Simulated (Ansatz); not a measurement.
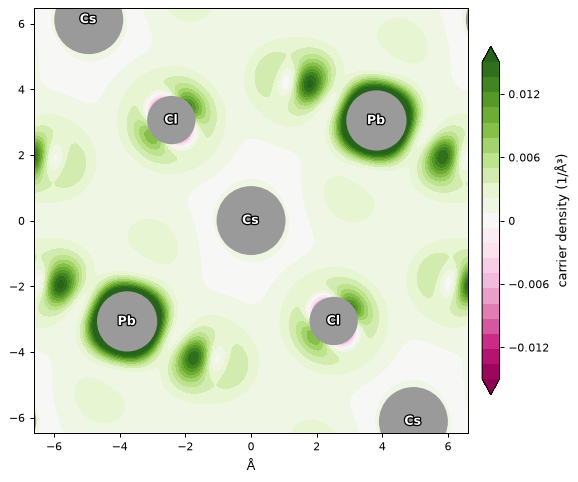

*CsPbCl$_{3}$. Where the hole sits when 0.5 electron is taken from the 10-atom cell of the calculation (uniform compensating background, atoms fixed); the change of density for each carrier, counted positive where the carrier is: a map on the (111) plane of the conventional cell, with grey discs over the atomic cores. Cores are masked to 1.0 Å (Cs), 0.9 Å (Pb) and 0.7 Å (Cl).*

Space group Amm2. The cell comes from a database of computed structures, not from a measurement.

Level of theory: DFT PBE, scalar-relativistic, plane waves, PAW in Ansatz 0.2.0.

Core electrons are frozen (PAW), so the fields are smoothed inside the atomic spheres.

The calculation's input:

```
crystal:
  lattice:
    - [5.76356648, 0.0, 0.0]
    - [0.0, 5.5591321595, 5.5671969669]
    - [0.0, -5.5591321595, 5.5671969669]
  atoms:
    - { symbol: Cs, position: [0.5, 0.99498888, 0.99498888] }
    - { symbol: Cs, position: [0.5, 0.4897937, 0.4897937] }
    - { symbol: Pb, position: [0.0, 0.49343078, 0.99215007] }
    - { symbol: Pb, position: [0.0, 0.99215007, 0.49343078] }
    - { symbol: Cl, position: [0.0, 0.6845871, 0.30188506] }
    - { symbol: Cl, position: [0.5, 0.98960809, 0.4917134] }
    - { symbol: Cl, position: [0.5, 0.4917134, 0.98960809] }
    - { symbol: Cl, position: [0.0, 0.80460917, 0.80460917] }
    - { symbol: Cl, position: [0.0, 0.18523076, 0.18523076] }
    - { symbol: Cl, position: [0.0, 0.30188506, 0.6845871] }
total_charge: 0.5
basis:
  ecutwfc: 420
  fft_grid_basis: typed
kpoints:
  mp_grid: { grid: [6, 4, 4] }
hamiltonian:
  xc: pbe
  pseudopotentials: { kind: paw }
scf:
  occupations: { method: gaussian, width: 0.05 }
output:
  forces: true
  stress: true
  eigenvalues: true
  bader: true
  write_density: true
  volumetric_format: npy
```

Run with:

```sh
ansatz run input.yaml --threads 2 --pin off --max-ram 4096MiB --backend cpu --events-out ev --progress --plain --runs-dir out
```

The picture shows the conventional cell (a = 5.76 Å, b = 11.12 Å, c = 11.13 Å, α = 90.00°, β = 90.00°, γ = 90.00°).

Describe the change of density.

Answer. Summed over atomic cells sized by the Bader volumes, the hole divides as Cl about 70 %, Pb about 20 % and Cs about 10 %; these cells fill 25 % (Cs), 15 % (Pb) and 60 % (Cl) of the volume, so no element is strongly preferred. Over the whole cell, outside the cores, it is densest at the edge of the masked core of Cl. Screening moves a further 0.1 e the other way for each carrier. These are shares of the net change, screening included; the states that take the carrier can be more concentrated.
